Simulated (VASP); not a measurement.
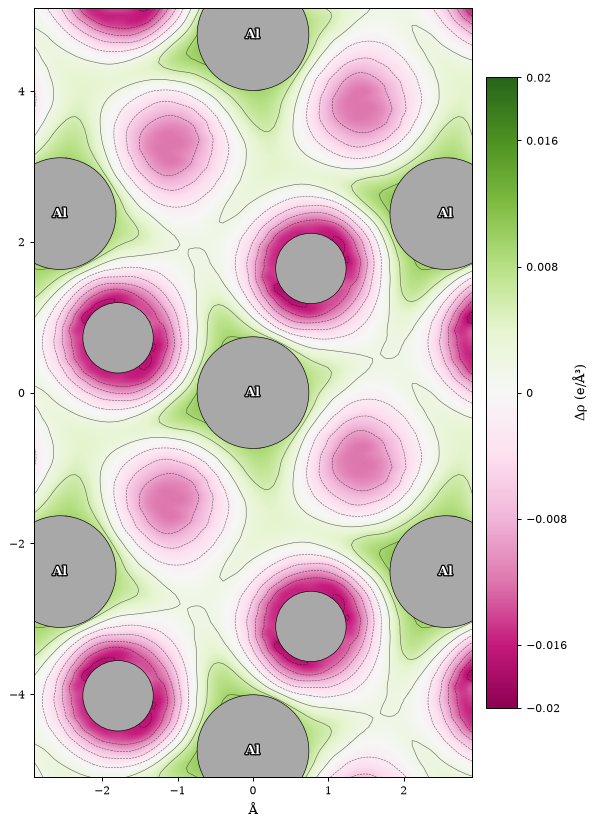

Al$_{2}$O$_{3}$. Difference of the valence pseudo-densities of two functionals at the same geometry, on the (101) plane of the calculation cell: one of PBE and r2SCAN less the other.

Both computed with VASP (plane waves, PAW), on the same k-point mesh. Grey discs cover the atomic cores.

**Which was subtracted from which, and what does the map show?**

It is PBE less r2SCAN. Against r2SCAN, PBE gives more density around Al (+0.004 e/Å³ on average at 1.0 Å from the nucleus).
